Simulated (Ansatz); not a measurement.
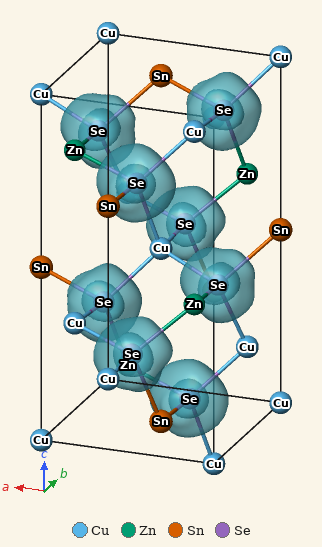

*ZnCu2SnSe4. Isosurface of the ELF at 0.7 (cyan), seen at an oblique angle. Core shells and regions of very low density are left out. Sticks mark near contacts.*

Space group I-4; started from the kesterite prototype, which need not be the ambient phase; computed without spin polarisation.

Method: Ansatz, DFT, r2SCAN+rVV10, plane waves, PAW.

Core electrons are frozen (PAW), and the valence fields are smoothed inside the atomic spheres.

Where are the electrons localised?

Answer. At this value the surface marks out eight regions wrapped around Se (the valence shell of each), counted in one cell of 16 atoms. Regions shared between cells count once. Along the contacts the grid gives the following. Cu–Se (2.40 Å): the ELF is about 0.50 at the midpoint. Zn–Se (2.45 Å): the ELF is about 0.60 at the midpoint.
